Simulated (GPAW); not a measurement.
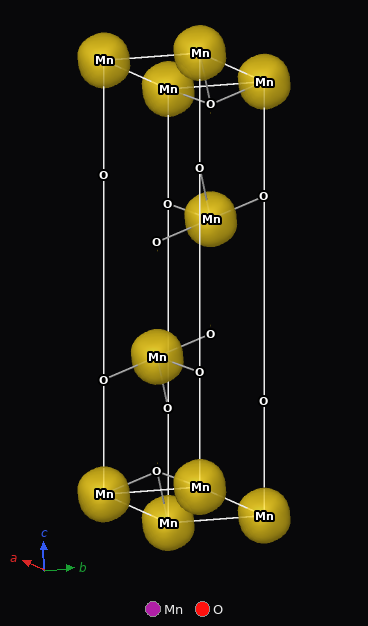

*MnO$_{2}$. Isosurfaces of the spin density (up minus down) at +0.3 (yellow) and −0.3 e/Å³ (cyan), seen at an oblique angle. Sticks mark near contacts.*

Space group R-3m; a structure from a database of computed crystals, not necessarily the ambient phase; spin-polarised.

These are results of Kohn-Sham DFT of a periodic cell, PBEsol, PAW data sets made by gpaw-setup for the functional (GPAW 26.7.0), not measurements.

In a PAW calculation such maps are meaningful between the atoms, not at the nuclei.

Which atoms carry the moments, and with what signs?

The spin density sits on Mn: +2.8 μB (×3) in one cell of 9 atoms: parallel moments, as they must be, since the calculation's own cell holds one magnetic site. The cell of the calculation (3 atoms) carries 3.0 μB of net spin moment. Only one sign reaches the isovalue.
